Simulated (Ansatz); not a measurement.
# Calculations on GePt

Part 1: Relaxation

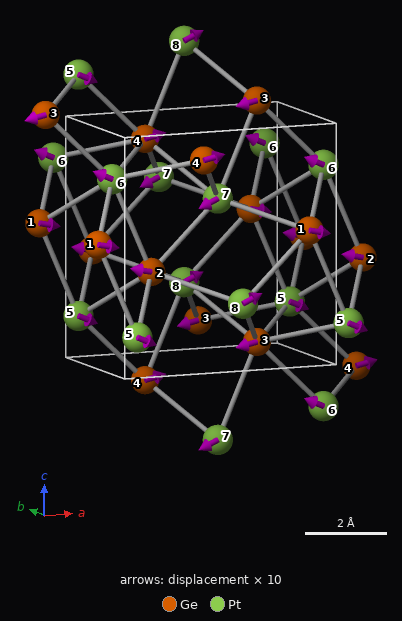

This is a relaxation of a crystal of GePt (set up in Pnma). The starting structure is drawn; purple arrows show the displacements, 10 times their true length.

Style: ball-and-stick. Shown: the cell of the calculation, slightly off an axis.

Level of theory: Ansatz 0.2.0, DFT PBEsol, scalar-relativistic, plane waves, PAW.

The input:
```yaml
crystal:
  lattice:
    - [5.732, 0.0, 0.0]
    - [0.0, 3.701, 0.0]
    - [0.0, 0.0, 6.088]
  atoms:
    - { symbol: Ge, position: [0.805, 0.75, 0.59] }
    - { symbol: Ge, position: [0.195, 0.25, 0.41] }
    - { symbol: Ge, position: [0.695, 0.25, 0.09] }
    - { symbol: Ge, position: [0.305, 0.75, 0.91] }
    - { symbol: Pt, position: [0.99, 0.75, 0.195] }
    - { symbol: Pt, position: [0.01, 0.25, 0.805] }
    - { symbol: Pt, position: [0.51, 0.25, 0.695] }
    - { symbol: Pt, position: [0.49, 0.75, 0.305] }
basis:
  ecutwfc: 420
kpoints:
  mp_grid: { grid: [6, 10, 6] }
hamiltonian:
  xc: pbesol
scf:
  occupations: { method: gaussian, width: 0.1 }
output:
  forces: true
  stress: true
  eigenvalues: true
  write_density: true
  write_potential: true
  elf: true
  volumetric_format: npy
relax:
  adjacent_minimum: "off"
  f_tol: 0.005
  max_steps: 80
  cell: { stress_tol: 0.05 }
```

Run as
```bash
ansatz run input.yaml --threads 2 --pin off --max-ram 5120MiB --backend cpu --events-out ev --progress --plain --runs-dir out
```

### What did the optimiser do to the structure, and how much energy did it gain?

The largest moves relative to the cell, 0.060 Å, are those of Ge1, Ge2, Ge3 and Ge4. Ge1 goes roughly along [3 0 −1]. Largest moves by element: Ge 0.060 Å, Pt 0.058 Å. Cell: a 5.732 → 5.741 Å (+0.2 %), b 3.701 → 3.700 Å (0.0 %), c 6.088 → 6.092 Å (+0.1 %). Volume +0.2 %. Near-neighbour distances that change, for instance: Ge1–Pt7 2.587 → 2.660 Å, Ge1–Pt6 2.553 → 2.524 Å, Ge1–Pt8 2.504 → 2.486 Å, Ge1–Pt5 2.628 → 2.639 Å. Bond angles that change, for instance: Ge1–Pt6–Ge4 161.1° → 157.3°, Pt5–Ge3–Pt5 91.3° → 88.1°, Ge4–Pt6–Ge4 91.3° → 88.1°. The space group stays Pnma (No. 62). After 5 accepted moves (6 points after the start) the energy has fallen by 8.6 meV per atom. The largest force component goes from 0.36 to 0.00085 eV/Å. The pressure goes from 0.92 to 0.00 GPa. The SCF was repeated once at an unchanged geometry on a basis and grid sized afresh for the cell, which shifted the energy by less than 0.05 meV per atom at most. The run took 2.2 min on 2 threads of Intel(R) Xeon(R) Platinum 8488C (Sapphire Rapids), with other jobs on the host, peak memory 0.98 GiB.

Part 2: Relaxation

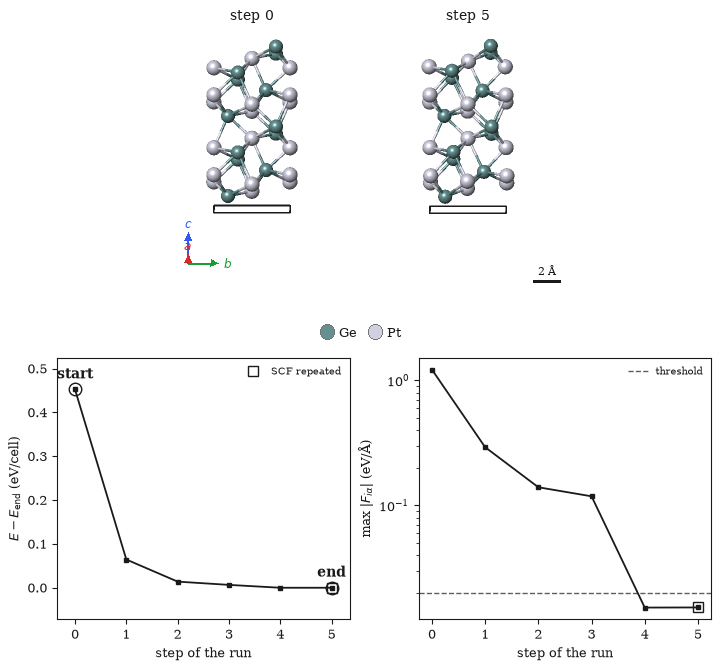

First and last geometry of a relaxation of a slab of composition GePt (cut from the Pnma phase), with the history of the run. A ball-and-stick model of the cell of the calculation, outlined in the plane, without the vacuum (origin shifted), seen from a free direction.

Case: (0 0 1) slab, atoms relaxed. The slab is the (0 0 1) face of GePt.

Level of theory: Ansatz, DFT PBEsol, scalar-relativistic, plane waves, PAW. (plane-wave cutoff 420 eV; k-point mesh 9 × 6 × 1; occupations gaussian; smearing width 0.1 eV; no spin polarisation; dipole correction; atoms relaxed in a fixed cell; force threshold 0.02 eV/Å; at most 60 steps)

Question: Read the history and describe the run.

Answer: It converged. The largest moves relative to the layer's centre, 0.23 Å, are those of Pt atoms. Largest moves by element: Pt 0.23 Å, Ge 0.20 Å. The cell stays as it was. Near-neighbour distances that change, for instance: Ge–Pt 2.639 → 2.808 Å, Ge–Pt 2.639 → 2.479 Å, Ge–Pt 2.524 → 2.444 Å, Ge–Pt 2.660 → 2.591 Å. Among the angles between lasting bonds that change: Ge–Pt–Ge 157.3° → 171.6°, Pt–Ge–Pt 132.1° → 142.3°, Pt–Ge–Pt 108.6° → 98.5°. Over 4 accepted moves (5 points after the start) the energy falls by 0.452 eV per cell of the calculation. The largest force component goes from 1.2 to 0.015 eV/Å. 1 step only repeated the SCF at the same geometry.

| step | E − E(0), meV/atom | largest force component, eV/Å | note |
| --- | --- | --- | --- |
| 0 | 0.00 | 1.2212 |  |
| 1 | -24.25 | 0.2926 |  |
| 2 | -27.40 | 0.1398 |  |
| 3 | -27.87 | 0.1184 |  |
| 4 | -28.28 | 0.0152 |  |
| 5 | -28.28 | 0.0153 | same geometry, SCF repeated |

Part 3: A change

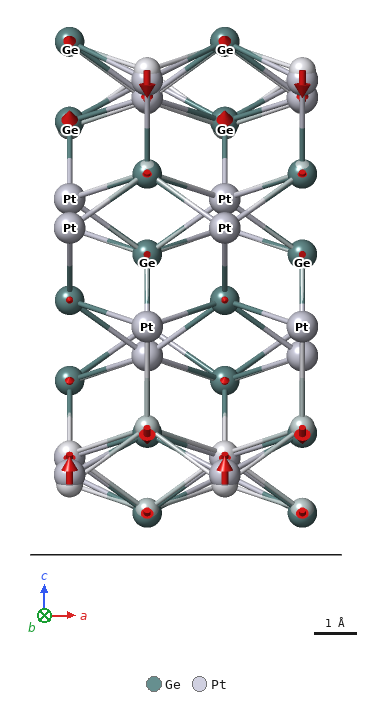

A (0 0 1) slab of GePt as cut from the relaxed bulk, drawn pale, and a changed version of it, drawn solid. The red arrows show how the atoms are displaced, magnified 3 times. The picture is a ball-and-stick view of the 2 × 1 repeat of the cell, outlined in the plane, without the vacuum, seen along the b axis.

Level of theory: Ansatz, DFT PBEsol, scalar-relativistic, plane waves, PAW. Settings: plane-wave cutoff 420 eV; occupations gaussian; smearing width 0.1 eV; no spin polarisation. The k-mesh is chosen for each cell (9×6×6, 9×6×1).

**Describe the change and its computed effect.**

The atoms of the slab are relaxed at the bulk's in-plane cell. The surface energy (mean of the two faces) falls from 1.54 to 1.37 J/m². The top spacing, between the Ge and Pt planes, goes from 0.63 to 0.91 Å (+45.2 %), the bottom one (Ge to Pt) from 0.63 to 0.91 Å (+45.2 %). The lattice vectors keep their values. The largest moves relative to the layer's centre, 0.23 Å, are those of Pt atoms. Largest moves by element: Pt 0.23 Å, Ge 0.20 Å. Among the bonded contacts that change: Ge–Pt 2.639 → 2.479 to 2.808 Å, Ge–Pt 2.524 → 2.444 to 2.528 Å, Ge–Pt 2.660 → 2.591 to 2.656 Å, Ge–Pt 2.486 → 2.487 to 2.502 Å.
